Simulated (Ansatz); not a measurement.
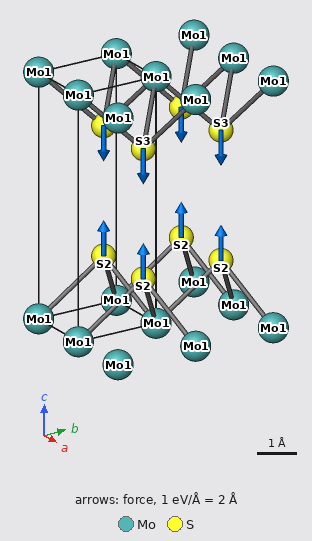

Starting geometry of a crystal of MoS₂ (set up in P-6m2) with the computed forces as blue arrows. Style: ball-and-stick. Shown: the cell of the calculation, repeated 2 × 2 × 1 with one cell outlined, slightly off an axis.

Case: relaxed at 3 GPa.

All numbers below come from DFT PBE+D3(BJ), scalar-relativistic, plane waves, PAW in Ansatz 0.2.0.

Input
```yaml
crystal:
  lattice:
    - [3.1199299429, 0.0, 0.0]
    - [-1.5599649714, 2.7019385886, 0.0]
    - [0.0, 0.0, 6.5850132585]
  atoms:
    - { symbol: Mo, position: [0.0, 0.0, 0.0] }
    - { symbol: S, position: [0.3333333333, 0.6666666667, 0.2356926075] }
    - { symbol: S, position: [0.3333333333, 0.6666666667, 0.7643073925] }
basis:
  ecutwfc: 420
kpoints:
  mp_grid: { grid: [12, 12, 4] }
hamiltonian:
  xc: pbe
  dispersion: d3bj
scf:
  occupations: { method: gaussian, width: 0.02 }
output:
  forces: true
  stress: true
  eigenvalues: true
  write_density: true
  write_potential: true
  elf: true
  volumetric_format: npy
relax:
  adjacent_minimum: "off"
  f_tol: 0.008
  max_steps: 50
  cell: { stress_tol: 0.08, p_target: 3.0 }
```

Run as
```bash
ansatz run input.yaml --threads 1 --pin off --max-ram 2560MiB --backend cpu --events-out ev --progress --plain --runs-dir out
```

What follows when this structure is relaxed?

Answer. It isn't relaxed: the largest force vector, on S atoms, is 0.48 eV/Å. The atoms end up moving mostly along the starting forces (cosine between the two patterns 1.00). The largest moves relative to the cell, 0.059 Å, are those of S2 and S3. S3 goes along −c. Mo stays in place. Cell: a = b unchanged at 3.120 Å, c 6.585 → 6.408 Å (−2.7 %). Volume −2.7 %. Some distances before and after: Mo1–S2 2.378 → 2.389 Å. The space group stays P-6m2 (No. 187). After 3 accepted moves (5 points after the start) the energy has risen by 5.3 meV per cell of the calculation. With the target pressure of 3 GPa, the enthalpy E + pV changes by −22.7 meV per cell of the calculation. The largest force component goes from 0.48 to 0.0033 eV/Å. Pressure: 4.25 GPa at the start and 3.02 GPa at the end. The line search rejected the trial step at point 1 of the run. The SCF was repeated once at an unchanged geometry on a basis and grid sized afresh for the cell, which shifted the energy by 0.2 meV per cell of the calculation at most.
